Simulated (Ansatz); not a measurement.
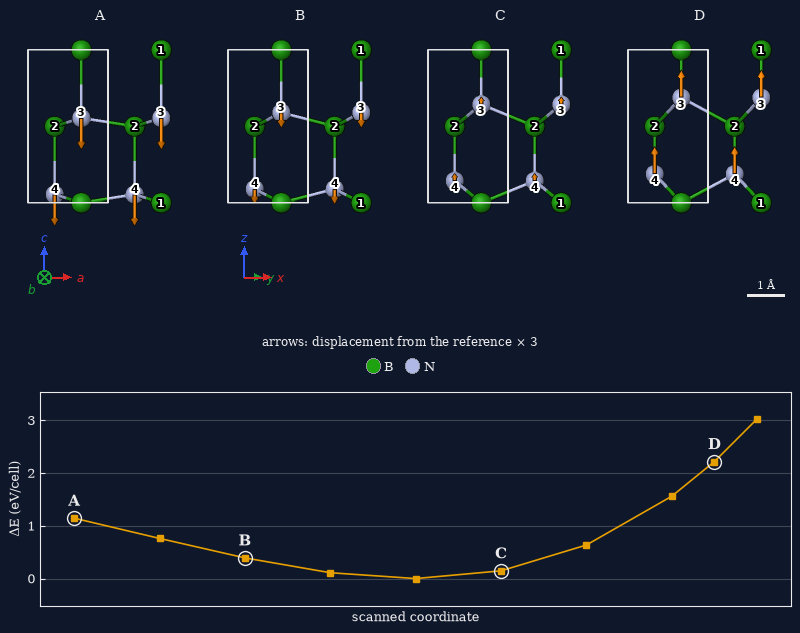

Frames of a one-coordinate scan of solid BN (P6_3mc). Style: ball-and-stick. Shown: the cell of the calculation, repeated 2 × 2 × 1 with one cell outlined, along the b axis. Orange arrows: displacements from the reference.

Level of theory: DFT r2SCAN, scalar-relativistic, plane waves, PAW in Ansatz 0.2.0. Set-up: plane-wave cutoff 500 eV; k-point mesh 12 × 12 × 6; occupations gaussian; smearing width 0.05 eV; no spin polarisation. Energies (free energies at the smearing named) are counted from the cell as listed in its source, which wasn't relaxed.

### Which coordinate changes from frame to frame?

The whole N sublattice is shifted rigidly, along Cartesian [0 0 1], all else fixed. In the frames the displacement is −0.30 Å (A), −0.15 Å (B), 0.075 Å (C), 0.2625 Å (D). Of the computed points the lowest is at the displacement 0.00 Å, 0.00 eV/cell. At the ends of the scan the energy is 1.14 eV/cell (−0.30 Å) and 3.03 eV/cell (0.30 Å). The curvature at zero is about 46 eV/Å² per cell. The well is lopsided: at ±0.3000 Å the energy is 2.6 times higher on the positive side. At the highest point the shortest interatomic distance is 1.28 Å, against 1.57 Å in the reference. The distortion keeps the space group P6_3mc.
